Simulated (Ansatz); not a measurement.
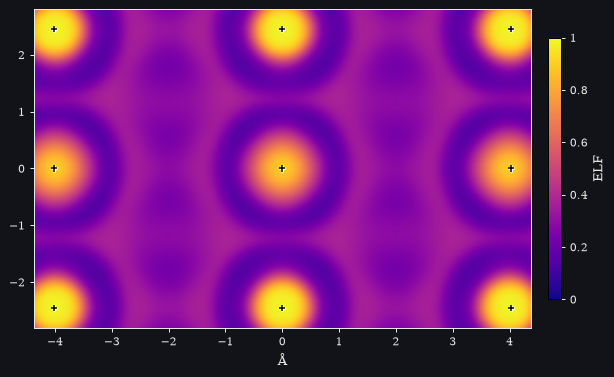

The electron localisation function on a plane through atoms (crosses mark nuclei in the plane).

Theory: DFT PBEsol, scalar-relativistic, plane waves, PAW (Ansatz).

Candidates:
A. Fe3Co, a = 4.02 Å, b = 4.02 Å, c = 2.83 Å, α = 90.00°, β = 90.00°, γ = 90.00°. Space group P4/mmm; a structure from a database of computed crystals, not necessarily the ambient phase; computed pressure about −10 GPa in this cell; spin-polarised.
B. ZnInGaO4, a = 3.31 Å, b = 3.31 Å, c = 25.75 Å, α = 90.00°, β = 90.00°, γ = 120.00°. Space group R3m; a structure from a database of computed crystals, not necessarily the ambient phase.

Which system is this?

Candidate A: Fe3Co on the (101̄) plane of the conventional cell, which holds Fe and Co. Fe–Co (2.46 Å): the ELF is about 0.25 at the midpoint: no localised pair shows between them.
